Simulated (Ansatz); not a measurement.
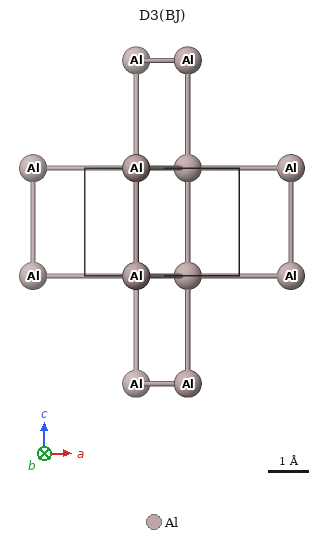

Crystalline Al (a generated structure, set up in P6/mmm), relaxed (cell and atoms) with several dispersion corrections. The picture shows the result with D3(BJ). A ball-and-stick model of the cell of the calculation, seen along the b axis.

Computed with Ansatz 0.2.0: PBE, Ansatz PAW. Set-up: plane-wave cutoff 420 eV; k-point mesh 7 × 7 × 10; occupations fermi-dirac; smearing width 0.05 eV; no spin polarisation; cell and atoms relaxed; force threshold 0.01 eV/Å.

```csv
dispersion correction,volume (Å³/atom),a (Å),c (Å)
D3(BJ),23.768,4.498,2.713
none,?,?,?
D4,23.768,4.497,2.714
D3(BJ)-ATM,23.817,4.501,2.715
```

One row is withheld. What does the calculation give there?

With none the volume is the largest of the series, above D3(BJ)-ATM (23.817). The calculation gives 24.602 Å³/atom (a = 4.550 Å, c = 2.744 Å). In order of volume: D3(BJ) ≈ D4 < D3(BJ)-ATM < none; the spread is 3.5 %.

Each member starts from this one structure; whether another phase lies lower wasn't checked.
